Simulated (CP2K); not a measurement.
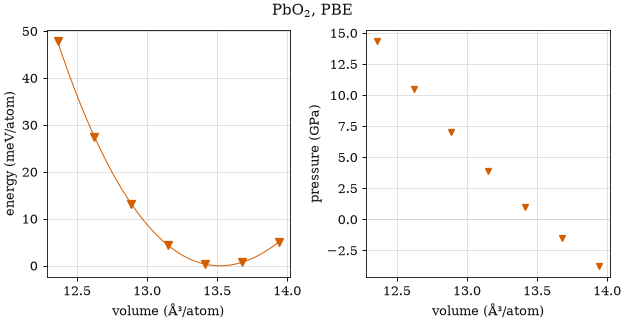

The picture above shows the energy and pressure against volume for PbO₂, space group Fm-3m (No. 225).

Cell as given: a = 3.821 Å, b = 3.821 Å, c = 3.821 Å, α = 60.00°, β = 60.00°, γ = 60.00°; 3 atoms.

Method: DFT in Gaussian orbitals with a plane-wave density, no spin polarisation; energies at scaled volumes of the given cell, shape and fractions fixed, counted from the fit's minimum, third-order Birch-Murnaghan fit (CP2K 2026.2). Level: PBE.

- k mesh: 9×9×9
- occupations: Fermi–Dirac
- smearing width: 0.05 eV
- potentials: GTH PBE with UZH TZVP basis
- density cutoff: 8163 eV
- program settings: ngrids 4, basis sets Pb TZVP-MOLOPT-PBE-GTH-q4, basis sets O TZVP-MOLOPT-PBE-GTH-q6, cutoff ry 600 Ry, rel cutoff ry 60 Ry

Give the fitted equation-of-state parameters.

A third-order Birch–Murnaghan fit gives V0 = 13.52 Å³/atom, B0 = 131 GPa and B′ = 4.5.

Read off the course of the pressure.

It falls from 14.33 GPa at volume 12.36 Å³/atom to −3.73 GPa at 13.94 Å³/atom, and changes sign near 13.52 Å³/atom.

Note: spin-orbit coupling left out, heavy elements.
